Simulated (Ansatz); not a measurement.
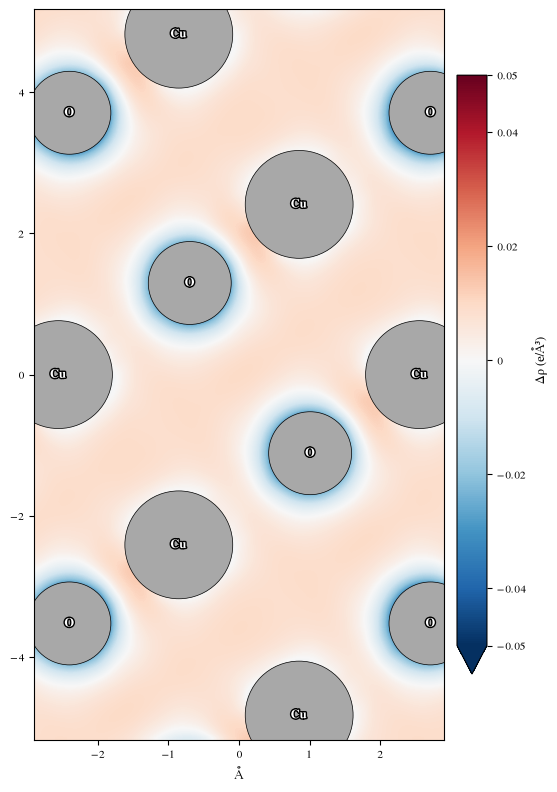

CuO. Difference of the valence pseudo-densities of two functionals at the same geometry, on the (11̄0) plane of the calculation cell: one of BLYP and LDA less the other.

Both computed with Ansatz (plane waves, PAW), on the same k-point mesh. Grey discs cover the atomic cores.

> Which was subtracted from which, and what does the map show?

It is LDA less BLYP. Against BLYP, LDA gives more density around Cu (+0.007 e/Å³ on average at 1.0 Å from the nucleus), less density around O (−0.009 e/Å³ on average at 0.7 Å from the nucleus), more density in the space between the atoms (+0.007 e/Å³ on average) and a change of +0.010 e/Å³ at the midpoint of Cu–O.
